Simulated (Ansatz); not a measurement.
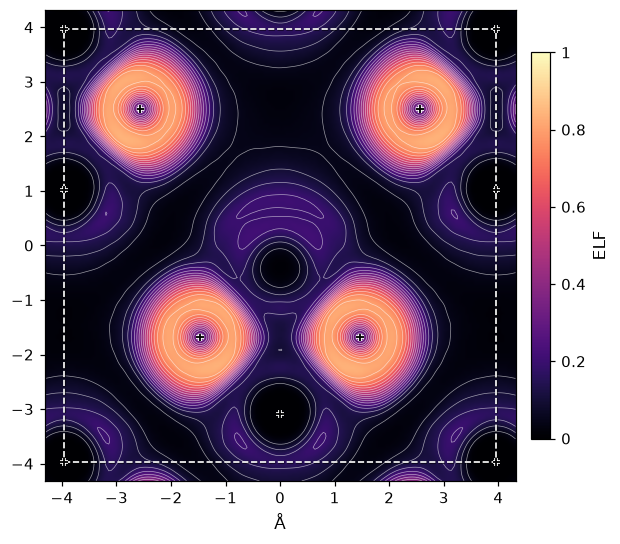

The ELF on a plane through atoms (crosses mark nuclei in the plane).

Theory: DFT PBE, scalar-relativistic, plane waves, PAW in Ansatz 0.2.0.

Candidates:
A. Al (cell with a defect), a = 8.57 Å, b = 8.57 Å, c = 8.57 Å, α = 60.00°, β = 60.00°, γ = 60.00°. 
B. Zn17O15 (cell with a defect), a = 7.93 Å, b = 7.93 Å, c = 8.63 Å, α = 117.36°, β = 117.36°, γ = 90.00°. 

Which system is this?

Answer. Candidate B: Zn17O15 on the (001) plane of the calculation cell, which holds Zn and O. Zn–O (2.03 Å): the ELF peaks at about 0.85 in the valence shell of O, 0.6 Å from its nucleus, and is about 0.20 at the midpoint (no shared electron pair shows on this line).
